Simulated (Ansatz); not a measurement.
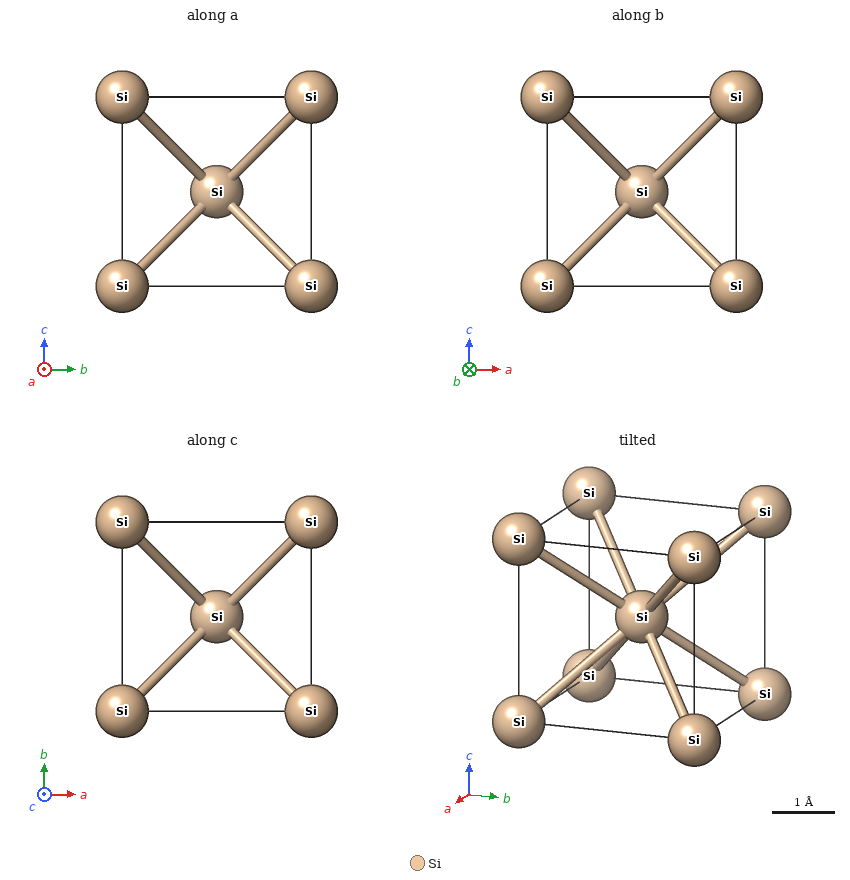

The crystal in a ball-and-stick representation, seen along the a axis, along the b axis, along the c axis and slightly off an axis. Atoms at the boundary of the conventional unit cell (the box) are drawn once for each face, edge or corner they touch.

Lattice parameters: a = 3.054 Å, b = 3.054 Å, c = 3.054 Å, α = 90.00°, β = 90.00°, γ = 90.00°.

Put the structure into a table of Wyckoff sites.

Space group Im-3m (No. 229).
```tsv
atom	site	x	y	z
Si	2a	0.0000	0.0000	0.0000
```

The model was built from a structure type filled with this element by a generator (whether the element takes this form wasn't checked). The picture shows the end point of a geometry optimisation with DFT, PBEsol, plane waves (420 eV) with PAW, scalar-relativistic in Ansatz.
